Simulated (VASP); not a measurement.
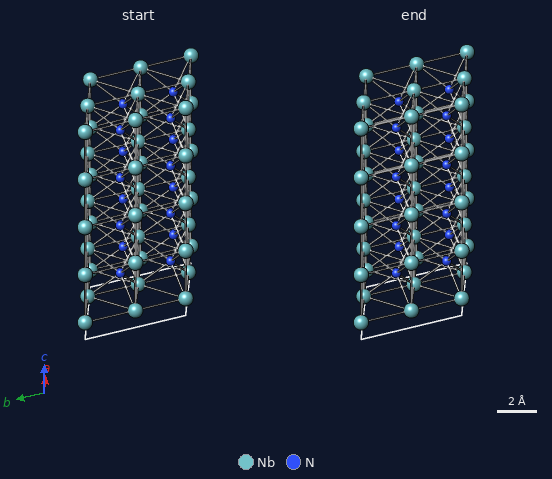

The structure of a slab of composition Nb$_{5}$N$_{4}$ before (left) and after (right) a relaxation, at one scale.

The picture is a ball-and-stick view of the 2 × 2 repeat of the cell, outlined in the plane, without the vacuum, seen from a free direction.

The run lets the atoms move in a fixed cell. 4 atoms are held fixed.

These are results of Kohn-Sham DFT of a periodic cell, PBE with D4, VASP PAW PBE potentials, recommended (VASP), not measurements.

Input
```
PREC = Accurate
ENCUT = 520
EDIFF = 1E-7
ISMEAR = 0
SIGMA = 0.05
LREAL = False
LASPH = True
NELM = 80
ALGO = Normal
ISIF = 2
LWAVE = False
LCHARG = False
LDIPOL = True
IDIPOL = 3
DIPOL = 0.5 0.5 0.500
GGA = PE
IVDW = 13
IBRION = 2
NSW = 40
EDIFFG = -0.01
```

Launched with:
```bash
cat potpaw_PBE.64/Nb_sv/POTCAR potpaw_PBE.64/N/POTCAR > POTCAR
mpirun -np 1 vasp_std > vasp.out
```

Question: Summarise the run.

Answer: The run was cut off at its time limit before the relaxation converged, so the last structure is only a point on the way. The largest move is that of a Nb atom, 0.20 Å along the normal (+c). Largest moves by element: Nb 0.20 Å, N 0.15 Å. The cell stays as it was. Near-neighbour distances that change, for instance: Nb–Nb 2.790 → 2.870 Å, Nb–Nb 2.790 → 2.836 Å, N–Nb 2.197 → 2.227 Å. After 9 geometry steps the energy has fallen by 99.8 meV per cell of the calculation. Largest force component: 0.97 eV/Å at the start, 0.97 eV/Å at the end.
